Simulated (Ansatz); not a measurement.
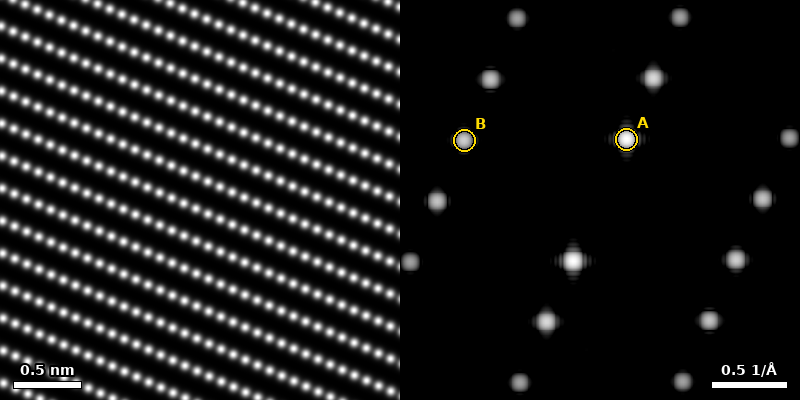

Z-contrast image of Co (Pm-3m, No. 221) along [210]. The image is simulated as a sum over atoms of Z^1.7, blurred by a 0.58 Å probe (no channelling). The probe carries 25 % of its weight in a tail 2.5 times as wide. Structure: the end point of a relaxation with DFT, LDA (PW92), plane waves (420 eV) with PAW, scalar-relativistic in Ansatz; the starting structure was generated, so it need not be a known form of this composition.

The right panel is the modulus of the image's Fourier transform on a logarithmic scale.

a = 2.223 Å, b = 2.223 Å, c = 2.223 Å, α = 90.00°, β = 90.00°, γ = 90.00°

### Index the marked spots and give their plane spacings (the zone axis points at the viewer; indices equivalent by symmetry, or all signs reversed, are as good).

A: (001), d = 2.22 Å; B: (1 -2 0), d = 0.99 Å. A and B enclose 90°, and every spot obeys the zone law hu + kv + lw = 0 for [210].
